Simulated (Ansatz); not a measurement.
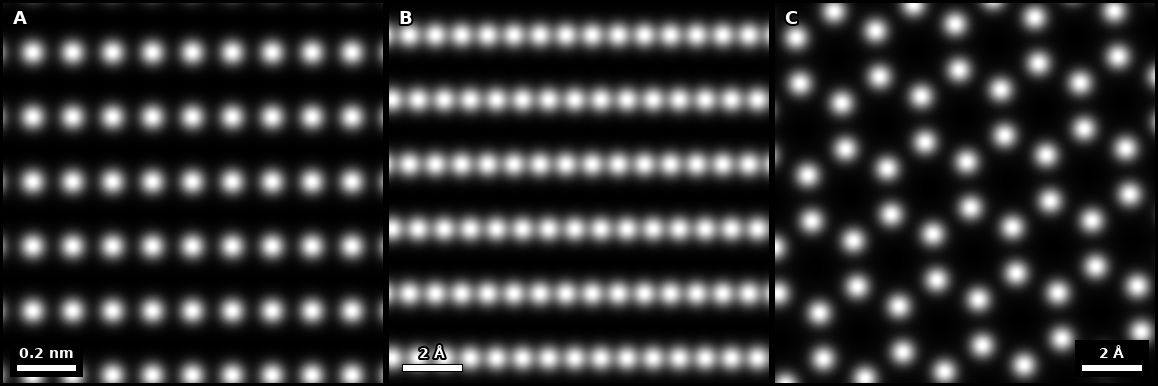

Three views of Ir (P6_3/mmc, No. 194) along different zone axes. Simulation: incoherent imaging, intensity Z^1.6 per atom, probe width 0.61 Å, thin sample. The probe carries 15 % of its weight in a tail 2.5 times as wide. The display is stretched by a gamma of 0.8; percentages refer to the linear signal. Structure: the geometry given to an electronic-structure calculation, possibly off equilibrium; the starting structure was generated, so it need not be a known form of this composition.

```
Ir
1.0
     2.72947    0.00000    0.00000
    -1.36473    2.36379    0.00000
     0.00000    0.00000    4.42098
Ir
2
Direct
  0.33333 0.66667 0.75000
  0.66667 0.33333 0.25000
```

**Match the panels to the zone axes [001], [210] and [310].**

A is [210]: projected cell 1.36 × 2.21 Å, 90°, plane group p2mm. B is [310]: projected cell 0.89 × 4.42 Å, 90°. C is [001]: projected cell 2.73 × 2.73 Å, 120°, plane group p6mm.
